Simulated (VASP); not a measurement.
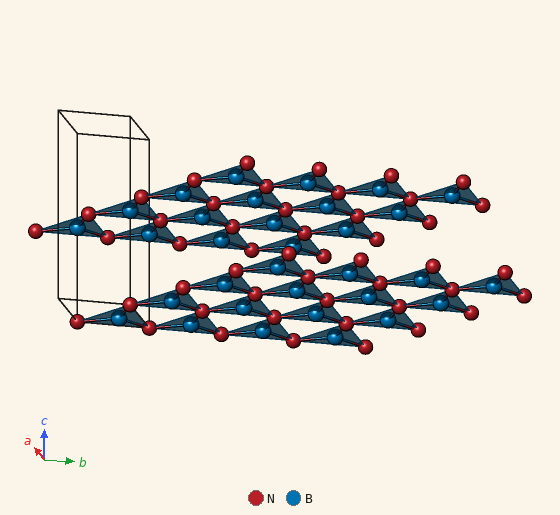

Polyhedra are drawn about B (bonds: B–N below 1.6 Å); other atoms are plain spheres.

System BN (space group P-6m2, No. 187); source of the atomic positions: an entry of the Crystallography Open Database, as set up for an electronic-structure calculation.

Question: What figure surrounds each B atom, and what does it share with the other drawn polyhedra?

Answer: B(1b): BN3 triangle, sharing corners with six neighbours; B(1c): BN3 triangle, sharing corners with six neighbours.

Question: How do these polyhedra hang together as a whole?

Answer: They form layers of corner-sharing triangles parallel to (001).
